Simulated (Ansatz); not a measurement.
# Geometry relaxation of SiC$_{20}$ (part 1 of 2)

- system: SiC$_{20}$ (slab, 21 atoms in the cell)
- method: DFT LDA, scalar-relativistic, plane waves, PAW, PAW set soft_1, no spin polarisation (Ansatz 0.2.0)

The structure derives from a Materials Project entry. The input holds or restrains some coordinates. Forces given for the steps count only the free coordinates. Figures and captions count atoms from 1; the log counts them from 0 in places.

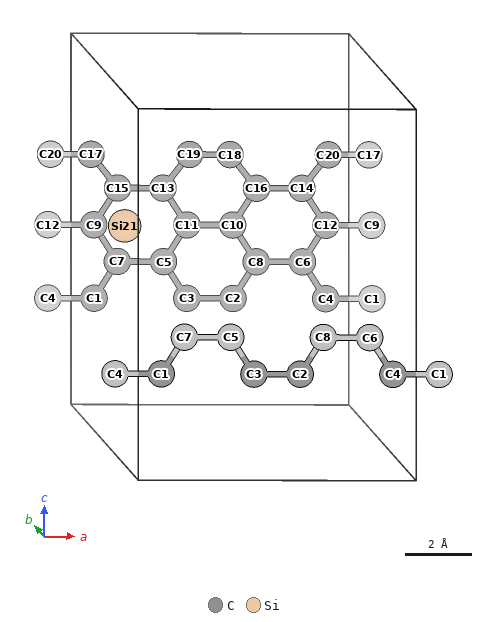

*The input geometry (ball-and-stick view of the cell of the calculation, with the vacuum cut short, seen slightly off an axis; neighbours outside the cell are drawn fainter; atoms are numbered from 1 in the order of the input). An atom can appear more than once, as a periodic image.*

**Input**
```yaml
crystal:
  lattice:
    - [8.4678362259, 0.0, 0.0]
    - [-2.1169590565, 8.6125407578, 0.0]
    - [0.0, 0.0, 20.238852219]
  atoms:
    - { symbol: C, position: [0.0782985465, 0.9798608525, 0.1976396664] }
    - { symbol: C, position: [0.5782985464, 0.9798608525, 0.1976396664] }
    - { symbol: C, position: [0.4116318798, 0.9798608525, 0.1976396664] }
    - { symbol: C, position: [0.9116318798, 0.9798608525, 0.1976396664] }
    - { symbol: C, position: [0.3232637596, 0.9597217051, 0.2574185988] }
    - { symbol: C, position: [0.8232637596, 0.9597217051, 0.2574185988] }
    - { symbol: C, position: [0.156597093, 0.9597217051, 0.2574185988] }
    - { symbol: C, position: [0.656597093, 0.9597217051, 0.2574185988] }
    - { symbol: C, position: [0.0672158667, 0.9395274142, 0.3171015104] }
    - { symbol: C, position: [0.5672158667, 0.9395274142, 0.3171015104] }
    - { symbol: C, position: [0.40254815, 0.9395274607, 0.3171013842] }
    - { symbol: C, position: [0.90254815, 0.9395274607, 0.3171013842] }
    - { symbol: C, position: [0.3115631202, 0.9192172007, 0.3770359519] }
    - { symbol: C, position: [0.8115631202, 0.9192172007, 0.3770359519] }
    - { symbol: C, position: [0.1480469498, 0.919217117, 0.3770361882] }
    - { symbol: C, position: [0.6480469498, 0.919217117, 0.3770361882] }
    - { symbol: C, position: [0.0480834488, 0.90065881, 0.4317859592] }
    - { symbol: C, position: [0.5480834488, 0.90065881, 0.4317859592] }
    - { symbol: C, position: [0.4022483205, 0.9006591698, 0.431785678] }
    - { symbol: C, position: [0.9022483205, 0.9006591698, 0.431785678] }
    - { symbol: Si, position: [0.0480834488, 1.40065881, 0.3790417662] }
basis:
  ecutwfc: 420
kpoints:
  mp_grid: { grid: [4, 3, 1] }
hamiltonian:
  xc: lda
  pseudopotentials: { kind: paw, azcp: { folder: soft_1 } }
scf:
  occupations: { method: gaussian, width: 0.1 }
output:
  forces: true
  eigenvalues: true
  write_density: true
  write_potential: true
  elf: true
  volumetric_format: npy
relax:
  adjacent_minimum: "off"
  f_tol: 0.025
  max_steps: 16
  constraints:
    - { sites: [0, 1, 2, 3, 4, 5, 6, 7, 8, 9, 10, 11, 12, 13, 14, 15, 16, 17, 18, 19] }
    - { sites: [20], fix: xy }
efield:
  axis: 3
  dipole_correction: true
  ramp_width: 0.04
```

Machine: 4 threads of Arm Neoverse N1, 98 GiB of memory available, shared host.

Run as:
```bash
ansatz run input.yaml --threads 4 --pin off --max-ram 12288MiB --backend cpu --events-out ev --progress --plain --runs-dir out
```

**Output**
```
Warning: [file] the record states the generating functional pbe (its physics header spells it `PBE`), which answers neither for hamiltonian.xc's functional nor for the lda family's — results may be inconsistent (PPs are generated against a specific XC)
Warning: [file] the record states the generating functional pbe (its physics header spells it `PBE`), which answers neither for hamiltonian.xc's functional nor for the lda family's — results may be inconsistent (PPs are generated against a specific XC)
Engine: ansatz 0.2.0, aarch64-unknown-linux-gnu
Pseudopotentials: kind: paw
Pseudopotential: C, paw, valence charge 4, recommended cutoff 420 eV (normal), [file]
Pseudopotential: Si, paw, valence charge 4, recommended cutoff 420 eV (normal), [file]
Functional definition: SPW92
  exchange = slater_x
  correlation = pw_c
Crystal: 21 atoms, lattice volume = 1476.011 Å³
Basis set: ecut = 420 eV, 28845 PW (Γ)
Bands: 63, of which v1, the nominal top of the filled ones, is band 42 counted from 1 (41 counted from 0)
Symmetry: 1 space group operations
Space group: P1 (ITA 1), of the structure as read, at distance tolerance 1.1e-4 Å
k-points: 7 of 12 (time reversal used)
Non-local potential: C, projectors of the file, l = 0: 2, l = 1: 2, l = 2: 1
Non-local potential: Si, projectors of the file, l = 0: 2, l = 1: 2, l = 2: 1
PAW form: soft (Blöchl's): semilocal exchange-correlation on the pseudo side does not see the compensation charge
PAW frozen core: C, regenerated for the run's functional, and the local potential with it (the file was generated under x = pbe(κ = 0.804, μ = 0.2195149727645171), c = pbe(β = 0.06672455060314922))
PAW frozen core: Si, regenerated for the run's functional, and the local potential with it (the file was generated under x = pbe(κ = 0.804, μ = 0.2195149727645171), c = pbe(β = 0.06672455060314922))
PAW one-centre angular grid: C, 110 points (default); XC on 64 Gauss nodes
PAW one-centre angular grid: Si, 110 points (default); XC on 64 Gauss nodes
Initial wavefunctions: pseudopotential atomic-orbital guess
Functional: x = slater, c = lda
SCF iter   1: F=—  HF=-5463.587333 eV  |F-HF|=—  |Δ(HF+E_count)|=         —  Δρ=4.99e-2  dr2=5.82e1  ethr=3.10e-3  p=0.000 e·Å  D=1.39e-7 V/Å  ΔV_dip=-0.00 eV  dr2_dipole=1.33e0  V_vac-E_F(+/−)=7.88/7.88 eV  ⟨swp⟩=11.9  Hψ=2697  notcnv=0  defer=36
efield: sawtooth ramp at fractional position 0.7947 (placed from the atoms, in the widest stretch of the axis that holds none; the zero of the levels goes with the place), width 0.0400; the density the first Hamiltonian is built on has a dipole p = 0.000 e·Å; the dipole correction subtracts the counter field D = 1.39e-7 V/Å, which shifts the + side's vacuum level by -0.00 eV against the − side's; the planar-averaged density in the ramp window peaks in size at 2.8e-7 e/Å³
preconditioner: auto → LDOS  [insulator: Δε(μ)=0.224 eV  Ē_g=11.473 eV  σ=0.100 eV  W_gap=0.88  n_scr=118 (ndim 8)  ℏωp=7.8 eV  f_vac=0.726  D(μ)=2.25/eV (n_scr^D=2)  ε∞_Penn≈1.5  β→1.0]
SCF iter   2: F=—  HF=-5535.297877 eV  |F-HF|=—  |Δ(HF+E_count)|=    7.17e1  Δρ=1.03e-1  dr2=1.13e3  ethr=3.10e-3  p=2.212 e·Å  D=2.71e-1 V/Å  ΔV_dip=-5.49 eV  dr2_dipole=6.17e1  V_vac-E_F(+/−)=2.07/7.56 eV  ⟨swp⟩=20.1  Hψ=5158  notcnv=0  defer=100  recentre
SCF iter   3: F=—  HF=-5451.579184 eV  |F-HF|=—  |Δ(HF+E_count)|=    8.37e1  Δρ=3.12e-2  dr2=3.36e1  ethr=3.10e-3  p=-0.041 e·Å  D=-4.99e-3 V/Å  ΔV_dip=0.10 eV  dr2_dipole=1.67e0  V_vac-E_F(+/−)=6.95/6.85 eV  ⟨swp⟩=12.1  Hψ=3207  notcnv=0  defer=77
SCF iter   4: F=—  HF=-5442.325674 eV  |F-HF|=—  |Δ(HF+E_count)|=    9.25e0  Δρ=9.95e-3  dr2=9.53e0  ethr=3.10e-3  p=0.225 e·Å  D=2.76e-2 V/Å  ΔV_dip=-0.56 eV  dr2_dipole=4.94e-1  V_vac-E_F(+/−)=5.13/5.69 eV  ⟨swp⟩=3.7  Hψ=922  notcnv=0  defer=86
SCF iter   5: F=—  HF=-5441.952690 eV  |F-HF|=—  |Δ(HF+E_count)|=   3.73e-1  Δρ=7.79e-3  dr2=3.86e0  ethr=3.10e-3  p=0.408 e·Å  D=5.00e-2 V/Å  ΔV_dip=-1.01 eV  dr2_dipole=2.73e-1  V_vac-E_F(+/−)=5.60/6.61 eV  ⟨swp⟩=3.3  Hψ=605  notcnv=0  defer=73
SCF iter   6: F=—  HF=-5441.715304 eV  |F-HF|=—  |Δ(HF+E_count)|=   2.37e-1  Δρ=5.59e-3  dr2=2.13e0  ethr=3.10e-3  p=0.345 e·Å  D=4.23e-2 V/Å  ΔV_dip=-0.86 eV  dr2_dipole=1.27e-1  V_vac-E_F(+/−)=5.47/6.33 eV  ⟨swp⟩=1.1  Hψ=473  notcnv=0  defer=73
SCF iter   7: F=—  HF=-5441.740269 eV  |F-HF|=—  |Δ(HF+E_count)|=   2.50e-2  Δρ=6.99e-3  dr2=3.51e0  ethr=2.54e-3  p=0.287 e·Å  D=3.52e-2 V/Å  ΔV_dip=-0.71 eV  dr2_dipole=5.04e-1  V_vac-E_F(+/−)=5.16/5.87 eV  ⟨swp⟩=1.0  Hψ=403  notcnv=0  defer=73
SCF iter   8: F=—  HF=-5441.646619 eV  |F-HF|=—  |Δ(HF+E_count)|=   9.36e-2  Δρ=4.27e-3  dr2=1.38e0  ethr=2.54e-3  p=0.341 e·Å  D=4.18e-2 V/Å  ΔV_dip=-0.85 eV  dr2_dipole=1.73e-1  V_vac-E_F(+/−)=5.13/5.98 eV  ⟨swp⟩=1.0  Hψ=466  notcnv=0  defer=75
SCF iter   9: F=—  HF=-5441.612408 eV  |F-HF|=—  |Δ(HF+E_count)|=   3.42e-2  Δρ=1.18e-3  dr2=5.78e-2  ethr=1.64e-3  p=0.401 e·Å  D=4.91e-2 V/Å  ΔV_dip=-0.99 eV  dr2_dipole=1.70e-3  V_vac-E_F(+/−)=5.12/6.12 eV  ⟨swp⟩=1.0  Hψ=358  notcnv=0  defer=75
SCF iter  10: F=—  HF=-5441.610284 eV  |F-HF|=—  |Δ(HF+E_count)|=   2.12e-3  Δρ=9.00e-4  dr2=8.03e-2  ethr=6.88e-5  p=0.404 e·Å  D=4.96e-2 V/Å  ΔV_dip=-1.00 eV  dr2_dipole=4.79e-3  V_vac-E_F(+/−)=5.14/6.14 eV  ⟨swp⟩=2.0  Hψ=534  notcnv=0  defer=77
SCF iter  11: F=—  HF=-5441.609460 eV  |F-HF|=—  |Δ(HF+E_count)|=   8.25e-4  Δρ=9.76e-4  dr2=7.98e-2  ethr=6.88e-5  p=0.402 e·Å  D=4.93e-2 V/Å  ΔV_dip=-1.00 eV  dr2_dipole=1.04e-2  V_vac-E_F(+/−)=5.09/6.09 eV  ⟨swp⟩=1.0  Hψ=358  notcnv=0  defer=77
SCF iter  12: F=—  HF=-5441.608133 eV  |F-HF|=—  |Δ(HF+E_count)|=   1.33e-3  Δρ=5.21e-4  dr2=2.21e-2  ethr=6.88e-5  p=0.411 e·Å  D=5.04e-2 V/Å  ΔV_dip=-1.02 eV  dr2_dipole=2.84e-3  V_vac-E_F(+/−)=5.08/6.10 eV  ⟨swp⟩=1.0  Hψ=401  notcnv=0  defer=75
SCF iter  13: F=—  HF=-5441.607775 eV  |F-HF|=—  |Δ(HF+E_count)|=   3.58e-4  Δρ=2.78e-4  dr2=6.28e-3  ethr=2.63e-5  p=0.418 e·Å  D=5.13e-2 V/Å  ΔV_dip=-1.04 eV  dr2_dipole=7.99e-4  V_vac-E_F(+/−)=5.07/6.11 eV  ⟨swp⟩=1.1  Hψ=359  notcnv=0  defer=75
SCF iter  14: F=—  HF=-5441.607573 eV  |F-HF|=—  |Δ(HF+E_count)|=   2.02e-4  Δρ=8.59e-5  dr2=5.54e-4  ethr=7.47e-6  p=0.422 e·Å  D=5.18e-2 V/Å  ΔV_dip=-1.05 eV  dr2_dipole=6.99e-5  V_vac-E_F(+/−)=5.07/6.12 eV  ⟨swp⟩=1.1  Hψ=392  notcnv=0  defer=75
SCF iter  15: F=—  HF=-5441.607555 eV  |F-HF|=—  |Δ(HF+E_count)|=   1.80e-5  Δρ=2.56e-5  dr2=1.75e-5  ethr=6.59e-7  p=0.424 e·Å  D=5.20e-2 V/Å  ΔV_dip=-1.05 eV  dr2_dipole=7.99e-7  V_vac-E_F(+/−)=5.07/6.12 eV  ⟨swp⟩=1.7  Hψ=495  notcnv=0  defer=75
SCF iter  16: F=-5441.607554 eV  HF=-5441.607559 eV  |F-HF|=4.72e-6  |Δ(HF+E_count)|=   4.09e-6  Δρ=2.57e-5  dr2=1.55e-5  ethr=1.86e-8  p=0.424 e·Å  D=5.20e-2 V/Å  ΔV_dip=-1.05 eV  dr2_dipole=1.32e-9  V_vac-E_F(+/−)=5.07/6.12 eV  ⟨swp⟩=40.1  Hψ=6082  notcnv=0
SCF 1 converged in 16 iterations: F = -5441.607554 eV  dr2 = 1.55e-5
  greatest PAW one-centre occupation: 0.763 electrons in one spin orbital (limit 2), on the Si atom at site 20 (counted from 0), in its partial waves of l = 0
relax step   1: F+E_penalty+E_count = -5441.60755407 eV  Δ(F+E_penalty+E_count) = +0.000e0 eV  max|allowed force component| = 2.180e-2 eV/Å  Δτ_max = 0.0000 Å  (16 SCF iters, dr2 threshold 1.56e-5 eV, accepted)
Initial density: handed on by an earlier stage of this run
Initial wavefunctions: those handed on with the density
iter 1 solved again at ethr=1.85e-8 eV; its pass at ethr=3.10e-3 eV (dr2=1.55e-5 eV) is discarded
SCF iter   1: F=—  HF=-5441.607559 eV  |F-HF|=—  |Δ(HF+E_count)|=         —  Δρ=2.57e-5  dr2=1.55e-5  ethr=1.85e-8  p=0.424 e·Å  D=5.20e-2 V/Å  ΔV_dip=-1.05 eV  dr2_dipole=1.28e-9  V_vac-E_F(+/−)=5.07/6.12 eV  ⟨swp⟩=1.0  Hψ=1078  notcnv=0
efield: sawtooth ramp at fractional position 0.7947 (handed on by an earlier solve), width 0.0400; the density the first Hamiltonian is built on has a dipole p = 0.424 e·Å; the dipole correction subtracts the counter field D = 5.20e-2 V/Å, which shifts the + side's vacuum level by -1.05 eV against the − side's; the planar-averaged density in the ramp window peaks in size at 4.9e-7 e/Å³
preconditioner: auto → LDOS  [insulator: Δε(μ)=0.228 eV  Ē_g=10.925 eV  σ=0.100 eV  W_gap=0.56  n_scr=118 (ndim 8)  ℏωp=8.6 eV  f_vac=0.746  D(μ)=32.25/eV (n_scr^D=202)  ε∞_Penn≈1.6  β→1.0]
SCF iter   2: F=—  HF=-5441.607566 eV  |F-HF|=—  |Δ(HF+E_count)|=   7.56e-6  Δρ=6.66e-5  dr2=8.80e-5  ethr=1.85e-8  p=0.424 e·Å  D=5.20e-2 V/Å  ΔV_dip=-1.05 eV  dr2_dipole=1.18e-7  V_vac-E_F(+/−)=5.07/6.12 eV  ⟨swp⟩=2.0  Hψ=515  notcnv=0  recentre
SCF iter   3: F=—  HF=-5441.607560 eV  |F-HF|=—  |Δ(HF+E_count)|=   6.35e-6  Δρ=9.61e-6  dr2=2.74e-6  ethr=1.85e-8  p=0.424 e·Å  D=5.20e-2 V/Å  ΔV_dip=-1.05 eV  dr2_dipole=3.12e-8  V_vac-E_F(+/−)=5.07/6.12 eV  ⟨swp⟩=2.0  Hψ=464  notcnv=0
SCF iter   4: F=—  HF=-5441.607562 eV  |F-HF|=—  |Δ(HF+E_count)|=   1.51e-6  Δρ=4.99e-6  dr2=6.30e-7  ethr=3.27e-9  p=0.425 e·Å  D=5.21e-2 V/Å  ΔV_dip=-1.05 eV  dr2_dipole=2.59e-10  V_vac-E_F(+/−)=5.07/6.12 eV  ⟨swp⟩=1.3  Hψ=363  notcnv=0
SCF iter   5: F=—  HF=-5441.607562 eV  |F-HF|=—  |Δ(HF+E_count)|=   1.77e-7  Δρ=4.19e-6  dr2=3.57e-7  ethr=7.50e-10  p=0.425 e·Å  D=5.21e-2 V/Å  ΔV_dip=-1.05 eV  dr2_dipole=2.13e-9  V_vac-E_F(+/−)=5.07/6.12 eV  ⟨swp⟩=2.1  Hψ=474  notcnv=0
SCF iter   6: F=-5441.607562 eV  HF=-5441.607562 eV  |F-HF|=1.82e-8  |Δ(HF+E_count)|=   8.87e-9  Δρ=8.12e-7  dr2=1.75e-8  ethr=1.19e-10  p=0.425 e·Å  D=5.21e-2 V/Å  ΔV_dip=-1.05 eV  dr2_dipole=5.19e-10  V_vac-E_F(+/−)=5.07/6.12 eV  ⟨swp⟩=15.4  Hψ=3198  notcnv=0
SCF 2 converged in 6 iterations: F = -5441.607562 eV  dr2 = 1.75e-8
relax step   2: F+E_penalty+E_count = -5441.60756171 eV  Δ(F+E_penalty+E_count) = -7.637e-6 eV  max|allowed force component| = 2.180e-2 eV/Å  Δτ_max = 0.0000 Å  (6 SCF iters, accepted)
```

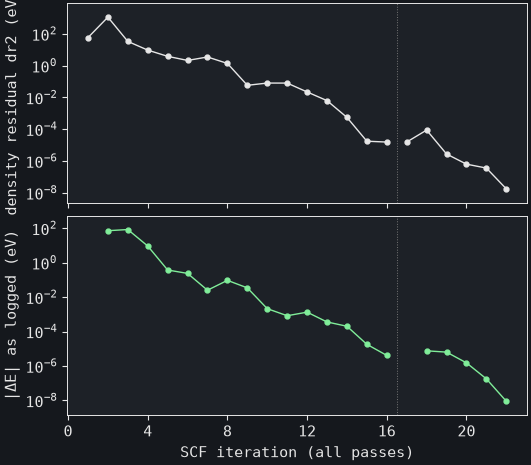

*Convergence of the self-consistent field: density residual dr2 and size of the energy change against the SCF iteration. The dotted lines part the SCF passes of the relaxation: geometry steps, rejected trials and re-solves on a re-selected basis.*

The passes take 16 and 6 iterations.

```
WARN: The output density's exchange-correlation potential varies sharply where the density is thin. Do not read a vacuum level from v_tot or v_xc, or from such a field of the output density. On a cell that repeats whose density bears no net charge and no dipole along the vacuum's axis use v_es (v_loc + v_h of the components); under efield.dipole_correction with no amplitude use v_es + v_field, which holds any external_charges[].barrier, or the levels of the report's work_function block, which leave it out; under a non-zero efield.amplitude the vacuum is tilted and has no level; on a cell that repeats and bears such a dipole with no correction it is tilted too, and efield.dipole_correction with no amplitude gives each side of its ramp a level where efield: is served; in a cell that repeats whose density bears a net charge (total_charge, or a fill off its count) it is curved and has none; of a slab under crystal.periodic whose density bears no net charge use v_es, which has a level on each side, short of where the two are joined; of another it falls or rises all the way out and has none; of a slab beside external_charges read slab_vacuum_level instead, which it has where they leave it neutral. The grid or the basis barely resolves most such structure, and the values can differ between equally converged runs; as a rule a tighter scf.convergence.dr2_threshold does not remove it. Where the density itself ripples (under the LDA too) a higher basis.ecutwfc lessens it. The files hold the spikes' plane waves up to the density's cutoff. Files: v_tot_of_output_density and the like, and their columns of v_z.tsv (output.write_potential); v_xc_of_output_density and the like, and their columns of v_comp_z.tsv (output.write_potential_components). Measured: with its Gaussian average of σ = 0.25 Å subtracted twice, the exchange-correlation potential is over 0.1 eV at 399 of the grid points where the equally averaged density (valence and model cores) is under 1e-3 e/Å³, and 0.426 eV at the most among them, at an averaged density of 5.0e-5 e/Å³. The input density's (outcome.potential() and, of a run that writes arrays, v_tot and v_xc) is over 0.1 eV, so measured, at 391 points of its own thin density, 0.426 eV at the most. See output.write_potential in the manual, Limitations
SCF converged after 6 iterations
Free energy (F): -5441.607562 eV
Harris-Foulkes:  -5441.607562 eV  (|F-HF|=1.82e-8)
Internal energy: -5441.446302 eV  (E = F + TS)
E sigma→0 (E₀):  -5441.526932 eV
Entropy (-TS):   -0.161259 eV (-7.679 meV/atom)
Fermi energy:    -3.869459 eV
Dipole field:    D = 0.052079 V/Å  (p = 0.424802 e·Å, saw-weighted, corrected)
Work function:   Φ+ = 5.0655 eV   Φ− = 6.1195 eV
Levels:          The Fermi level and band energies are counted from a zero that moves with the ramp; work functions are not
```
